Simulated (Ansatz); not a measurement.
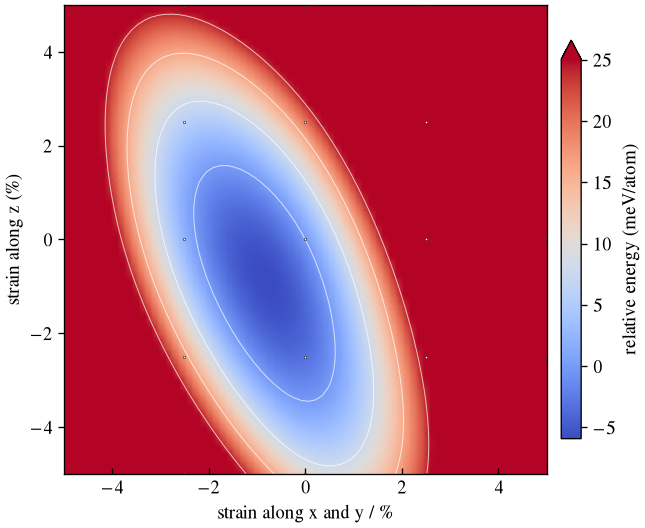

HfN (F-43m, No. 216; 2 atoms in the cell). The cell is strained homogeneously, by one strain along x and y and another along z, with fractional coordinates fixed (x, y and z along the cube axes). First axis: strain along x and y. Second axis: strain along z. Grid: 5 × 5 points. Points are written as (first, second). Energies: meV/atom, counted from the unstrained cell. The reference cell is the one listed in the database, not relaxed at this level. Level of theory: DFT PBEsol, scalar-relativistic, plane waves, PAW (Ansatz). Settings: cutoff 420 eV, k-mesh 16×16×16, gaussian smearing 0.15 eV, no spin polarisation.

Drawn: a smooth colour map with a few white contour lines, dots at the grid points, one colour for all values above the top of the scale. Between grid points the surface is interpolated.

### Estimate the clamped-ion elastic constants that this map fixes.

With the cell volume of 29.6 Å³, the curvatures of the interpolated surface at its minimum give C₁₁ + C₂₂ + 2C₁₂ ≈ 900 GPa, C₃₃ ≈ 300 GPa and C₁₃ + C₂₃ ≈ 300 GPa (clamped ions, Cartesian axes of the cell). A stretch of 1 % along z with free sides (kept equal in x and y) would change the in-plane lengths by about −0.33 %.
